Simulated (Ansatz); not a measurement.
Run report: Rh, single-point calculation (part 1 of 2)

Rh (slab, 12 atoms in the cell), computed with DFT PBE+D3(BJ), scalar-relativistic, plane waves, PAW, no spin polarisation (Ansatz 0.2.0).

The structure derives from an entry of the Crystallography Open Database. It belongs to a series of runs on one base structure; here: the slab at its places in the relaxed adsorbed structure. Figures and captions count atoms from 1; the log counts them from 0 in places.

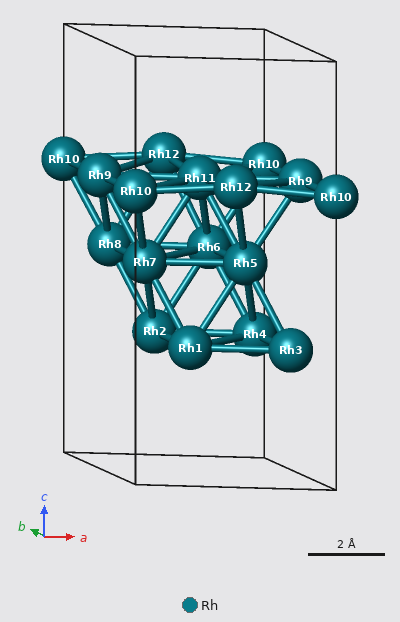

**Figure 1.** The input geometry (ball-and-stick view of the cell of the calculation, with the vacuum cut short, seen slightly off an axis; atoms are numbered from 1 in the order of the input). An atom can appear more than once, as a periodic image. Near neighbours in the periodic cell (some may lie outside the picture): Rh has 9 Rh at 2.63 to 2.77 Å; Rh has 12 Rh at 2.63 to 2.77 Å.

Summary:

```tsv
quantity	value
outcome	converged
electrons treated	204
free energy	−76833.3786 eV
work function, top face	5.11 eV
work function, bottom face	5.11 eV
Fermi energy	2.784 eV
gap on the k-point mesh	none (metallic)
work function (upper face)	5.11 eV
largest force (length of the vector)	1.088 eV/Å
hardware	4 threads of Intel Xeon (Granite Rapids), 192 GiB of memory available, shared host
wall time	8.2 s (CPU time 31 s)
peak memory	1.7 GiB
```

Input:
```yaml
crystal:
  lattice:
    - [5.3647950069, 0.0, 0.0]
    - [-2.6823975034, 4.646048762, 0.0]
    - [0.0, 0.0, 23.1566367805]
  atoms:
    - { symbol: Rh, position: [0.3333333333, 0.1666666667, 0.3454733119] }
    - { symbol: Rh, position: [0.3333333333, 0.6666666667, 0.3454733119] }
    - { symbol: Rh, position: [0.8333333333, 0.1666666667, 0.3454733119] }
    - { symbol: Rh, position: [0.8333333333, 0.6666666667, 0.3454733119] }
    - { symbol: Rh, position: [0.6652581436, 0.3305025479, 0.4389925984] }
    - { symbol: Rh, position: [0.6652622459, 0.8347099396, 0.4389871264] }
    - { symbol: Rh, position: [0.1666684149, 0.3333083876, 0.4376332951] }
    - { symbol: Rh, position: [0.1694637263, 0.8347114476, 0.4389887159] }
    - { symbol: Rh, position: [0.0006164169, 0.4993562793, 0.5303232802] }
    - { symbol: Rh, position: [0.0006115843, 0.0011947495, 0.5303229282] }
    - { symbol: Rh, position: [0.4987768313, 0.4993609141, 0.5303250677] }
    - { symbol: Rh, position: [0.5000003672, -2.32598e-05, 0.5385729242] }
basis:
  ecutwfc: 420
kpoints:
  mp_grid: { grid: [4, 4, 1] }
hamiltonian:
  xc: pbe
  dispersion: d3bj
scf:
  occupations: { method: gaussian, width: 0.1 }
output:
  forces: true
  eigenvalues: true
  write_density: true
  volumetric_format: npy
efield:
  axis: 3
  dipole_correction: true
  ramp_width: 0.04
```

Run as:
```bash
ansatz run input.yaml --threads 4 --pin off --max-ram 10240MiB --backend cpu --events-out ev --progress --plain --runs-dir out
```

The program's output:
```
Warning: at least one further symmetry operation maps every atom of the structure, as the run holds it, onto an atom to within 2.14e-5 (fractional), and is not used: no operation is sought that the atoms, as the run holds them, miss by more than 2.00e-5, twice crystal.symmetry.tolerance (1.0e-5). The run uses 1 unitary operations. The run imposes no operation that its atoms and lattice do not hold. Figures that only the operations left out would make equal are not made equal, and some can differ by far more than the structure misses those operations by: interpolated phonon frequencies and what the tetrahedron methods give by atom among them (crystal.symmetry.tolerance lists what is known). If the more symmetric structure is meant (of a frozen-density pass: in the run whose state it reads), write the positions to more decimals or symmetrise them. If the atoms are displaced on purpose, the operation is rightly left out
Engine: ansatz 0.2.0, x86_64-unknown-linux-gnu
Pseudopotentials: kind: paw
Pseudopotential: Rh, paw, valence charge 17, recommended cutoff 420 eV (normal), Rh.paw.azcp
Functional definition: PBE
  parameter kappa = 0.804
  parameter beta = 0.06672455060314922
  exchange = pbe_x(kappa = kappa, mu = beta*pi^2/3)
  correlation = pbe_c(beta = beta)
Crystal: 12 atoms, lattice volume = 577.181 Å³
Basis set: ecut = 420 eV, 11231 PW (Γ), exchange–correlation on 72×72×320 points (8 copies of the dense FFT grid, shifted against one another)
Bands: 123, of which v1, the nominal top of the filled ones, is band 102 counted from 1 (101 counted from 0)
Symmetry: 1 space group operations
Space group: P1 (ITA 1), of the structure as read, at distance tolerance 8.3e-5 Å
k-points: 10 of 16 (time reversal used)
Non-local potential: Rh, projectors of the file, l = 0: 3, l = 1: 2, l = 2: 2, l = 3: 1
PAW form: soft (Blöchl's): semilocal exchange-correlation on the pseudo side does not see the compensation charge
PAW one-centre angular grid: Rh, 590 points (default); XC on 64 Gauss nodes
Initial density: superposition of atomic densities (neutral atoms: chi_scale 0, normalization atom), corrected by the library's trained network
Initial wavefunctions: pseudopotential atomic-orbital guess
Functional: x = pbe(κ = 0.804, μ = 0.2195149727645171), c = pbe(β = 0.06672455060314922)
SCF iter   1: F=—  HF=-76833.373710 eV  |F-HF|=—  |Δ(HF+E_count)|=         —  Δρ=4.55e-3  dr2=1.23e-1  ethr=1.77e-3  p=-0.000 e·Å  D=-1.90e-5 V/Å  ΔV_dip=0.00 eV  dr2_dipole=1.53e-2  V_vac-E_F(+/−)=4.89/4.89 eV  ⟨swp⟩=8.3  Hψ=5331  notcnv=0  defer=13
efield: sawtooth ramp at fractional position 0.9220 (placed from the atoms, in the widest stretch of the axis that holds none; the zero of the levels goes with the place), width 0.0400; the density the first Hamiltonian is built on has a dipole p = -0.000 e·Å; the dipole correction subtracts the counter field D = -1.90e-5 V/Å, which shifts the + side's vacuum level by +0.00 eV against the − side's; the planar-averaged density in the ramp window peaks in size at 6.2e-6 e/Å³
preconditioner: auto → LDOS  [metal: Δε(μ)=0.027 eV  Ē_g=5.249 eV  σ=0.100 eV  W_gap=0.15  n_scr=94 (ndim 8)  ℏωp=16.1 eV  f_vac=0.652  D(μ)=26.63/eV (n_scr^D=254)  β→1.0]
SCF iter   2: F=—  HF=-76833.381443 eV  |F-HF|=—  |Δ(HF+E_count)|=   7.73e-3  Δρ=2.05e-3  dr2=2.20e-2  ethr=6.02e-5  p=0.001 e·Å  D=1.66e-4 V/Å  ΔV_dip=-0.00 eV  dr2_dipole=7.98e-5  V_vac-E_F(+/−)=5.10/5.11 eV  ⟨swp⟩=2.8  Hψ=2663  notcnv=0  defer=51
SCF iter   3: F=—  HF=-76833.379884 eV  |F-HF|=—  |Δ(HF+E_count)|=   1.56e-3  Δρ=1.05e-3  dr2=2.10e-2  ethr=1.08e-5  p=-0.000 e·Å  D=-1.20e-4 V/Å  ΔV_dip=0.00 eV  dr2_dipole=1.13e-4  V_vac-E_F(+/−)=5.09/5.09 eV  ⟨swp⟩=2.2  Hψ=2157  notcnv=0  defer=51
SCF iter   4: F=—  HF=-76833.378259 eV  |F-HF|=—  |Δ(HF+E_count)|=   1.62e-3  Δρ=5.99e-4  dr2=6.44e-3  ethr=1.03e-5  p=-0.000 e·Å  D=-1.52e-4 V/Å  ΔV_dip=0.00 eV  dr2_dipole=9.05e-5  V_vac-E_F(+/−)=5.10/5.10 eV  ⟨swp⟩=1.8  Hψ=1350  notcnv=0  defer=51
SCF iter   5: F=—  HF=-76833.377961 eV  |F-HF|=—  |Δ(HF+E_count)|=   2.98e-4  Δρ=2.13e-4  dr2=9.40e-4  ethr=3.16e-6  p=-0.000 e·Å  D=-1.47e-4 V/Å  ΔV_dip=0.00 eV  dr2_dipole=1.80e-6  V_vac-E_F(+/−)=5.11/5.11 eV  ⟨swp⟩=1.7  Hψ=1484  notcnv=0  defer=51
SCF iter   6: F=—  HF=-76833.377983 eV  |F-HF|=—  |Δ(HF+E_count)|=   2.20e-5  Δρ=5.93e-5  dr2=2.90e-5  ethr=4.61e-7  p=-0.001 e·Å  D=-1.58e-4 V/Å  ΔV_dip=0.00 eV  dr2_dipole=4.12e-7  V_vac-E_F(+/−)=5.12/5.11 eV  ⟨swp⟩=2.0  Hψ=1648  notcnv=0  defer=51
SCF iter   7: F=—  HF=-76833.378568 eV  |F-HF|=—  |Δ(HF+E_count)|=   5.85e-4  Δρ=2.02e-5  dr2=4.87e-6  ethr=1.42e-8  p=-0.000 e·Å  D=-1.35e-4 V/Å  ΔV_dip=0.00 eV  dr2_dipole=4.90e-7  V_vac-E_F(+/−)=5.11/5.11 eV  ⟨swp⟩=2.7  Hψ=2064  notcnv=0  defer=51
SCF iter   8: F=—  HF=-76833.378571 eV  |F-HF|=—  |Δ(HF+E_count)|=   3.12e-6  Δρ=9.38e-6  dr2=9.71e-7  ethr=2.39e-9  p=-0.000 e·Å  D=-1.27e-4 V/Å  ΔV_dip=0.00 eV  dr2_dipole=4.68e-8  V_vac-E_F(+/−)=5.11/5.11 eV  ⟨swp⟩=2.0  Hψ=1694  notcnv=0  defer=51
SCF iter   9: F=—  HF=-76833.378572 eV  |F-HF|=—  |Δ(HF+E_count)|=   5.33e-7  Δρ=4.54e-6  dr2=2.79e-7  ethr=4.76e-10  p=-0.000 e·Å  D=-1.22e-4 V/Å  ΔV_dip=0.00 eV  dr2_dipole=2.80e-8  V_vac-E_F(+/−)=5.11/5.11 eV  ⟨swp⟩=2.4  Hψ=1814  notcnv=0  defer=51
SCF iter  10: F=-76833.378572 eV  HF=-76833.378572 eV  |F-HF|=1.99e-7  |Δ(HF+E_count)|=   2.62e-7  Δρ=2.51e-6  dr2=5.95e-8  ethr=4.90e-11  p=-0.000 e·Å  D=-1.22e-4 V/Å  ΔV_dip=0.00 eV  dr2_dipole=3.11e-9  V_vac-E_F(+/−)=5.11/5.11 eV  ⟨swp⟩=17.1  Hψ=5573  notcnv=0
SCF 1 converged in 10 iterations: F = -76833.378572 eV  dr2 = 5.95e-8
  greatest PAW one-centre occupation: 1.000 electrons in one spin orbital (limit 2), on the Rh atom at site 6 (counted from 0), in its partial waves of l = 0
```

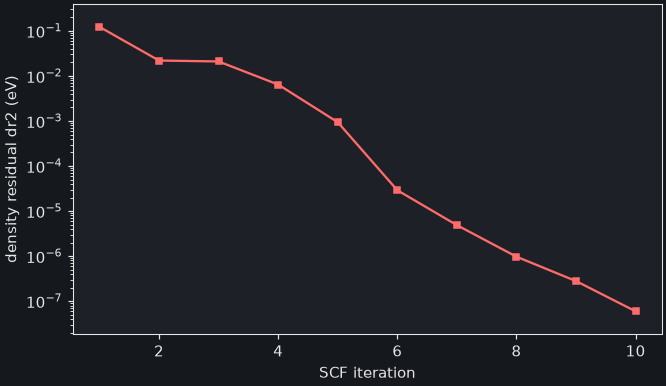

**Figure 2.** Convergence of the self-consistent field: density residual dr2 against the SCF iteration. The residual falls at every step.

```
SCF converged after 10 iterations
Free energy (F): -76833.378572 eV
Harris-Foulkes:  -76833.378572 eV  (|F-HF|=1.99e-7)
Internal energy: -76833.246442 eV  (E = F + TS)
E sigma→0 (E₀):  -76833.312507 eV
Entropy (-TS):   -0.132130 eV (-11.011 meV/atom)
Fermi energy:    2.784422 eV
Dipole field:    D = -0.000078 V/Å  (p = -0.000250 e·Å, saw-weighted, corrected)
Work function:   Φ+ = 5.1135 eV   Φ− = 5.1117 eV
Levels:          The Fermi level and band energies are counted from a zero that moves with the ramp; work functions are not
--- Per-component energies (eV) ---
  E_band       = -4973.844084
  E_kinetic    = 6870.662835
  E_local      = -329460.382581  (includes V_loc(G=0)·N_el)
  E_nonlocal   = 4267.262370
  E_hartree    = 159968.901599
  E_xc         = -2653.105607
  E_vxc        = -3329.221585  (∫ρ·V_xc dr)
  E_paw        = -43047.276298  (= ΣΔE_a)
  E_vpaw       = -3260.000119  (= ΣTr[D̂ρ^β])
  E_aug_tail   = 0.010230  (compensation charges beyond the density's cutoff)
  E_efield     = 0.000000  (sawtooth field / dipole correction)
  E_vefield    = -0.001178  (∫n·V_field dr)
  E_ewald      = 127225.863429
  E_disp       = -5.182419  (pairwise vdW)
  E_smearing   = -0.132130  (= −TS)
  E_closure    = 0.000000  (closes the sum)
  Σ components = -76833.378572   (vs F -76833.378572, Δ=0.00e0)
--- Forces (eV/Å), atoms counted from 1 ---
  atom   1  Rh     0.07789169    -0.04504009     0.02121341
  atom   2  Rh     0.00004462     0.08940592     0.02111307
  atom   3  Rh    -0.07766496    -0.04496374     0.02127517
  atom   4  Rh     0.00012320    -0.00042314     0.12357286
  atom   5  Rh     0.00026997     0.04650331     0.04273174
  atom   6  Rh     0.03979481    -0.02288995     0.04380827
  atom   7  Rh    -0.00047155     0.00041166    -0.01322982
  atom   8  Rh    -0.03969491    -0.02317172     0.04331788
  atom   9  Rh    -0.00252512     0.00159904     0.26166136
  atom  10  Rh    -0.00010182    -0.00270087     0.26159522
  atom  11  Rh     0.00222569     0.00152272     0.26128080
  atom  12  Rh     0.00010840    -0.00025313    -1.08839627
  max |Σ_I F_I| component: 5.63e-5 eV/Å
--- Band table (eV; the first three rows and the last of 10) ---
  k-point 0: bands = ["-76.1828", "-76.0908", "-76.0462", "-76.0462", "-75.7436", "-75.7267", "-75.6824", "-75.6824", "-75.6538", "-75.6503", "-75.6503", "-75.5054", "-44.3281", "-44.3281", "-44.2783", "-44.2482", "-44.1413", "-44.1166", "-44.1166", "-43.9386", "-43.9119", "-43.9119", "-43.8524", "-43.8523", "-43.8434", "-43.8189", "-43.7871", "-43.7871", "-43.6889", "-43.6888", "-43.5301", "-43.5088", "-43.4882", "-43.4881", "-43.4797", "-43.4655", "-43.4655", "-43.4637", "-43.4636", "-43.4167", "-43.4024", "-43.4007", "-43.4007", "-43.3513", "-43.3513", "-43.3144", "-43.3144", "-43.2307", "-4.4583", "-3.2191", "-3.1700", "-3.1700", "-3.1112", "-2.9494", "-2.8885", "-2.8884", "-2.7905", "-2.6531", "-2.5859", "-2.5859", "-2.2607", "-2.2228", "-2.2228", "-1.0782", "-1.0184", "-1.0184", "-0.4981", "-0.4980", "-0.4818", "-0.2689", "-0.2665", "-0.2665", "0.0275", "0.0276", "0.0530", "0.1795", "0.1796", "0.1842", "0.3444", "0.3444", "0.9481", "0.9482", "1.0311", "1.7114", "1.7368", "1.7368", "1.8087", "1.8089", "1.9355", "1.9829", "1.9829", "2.3882", "2.3882", "2.4355", "2.9995", "2.9995", "3.0100", "3.0158", "3.0158", "3.0857", "3.1747", "3.1749", "3.4048", "3.4049", "3.4253", "3.7336", "3.7365", "3.7366", "3.8015", "3.8015", "3.8181", "3.8648", "4.7809", "4.8160", "4.8162", "6.7395", "6.7395", "6.7454", "6.8414", "6.8417", "6.8829", "7.6432", "7.8850"]
```
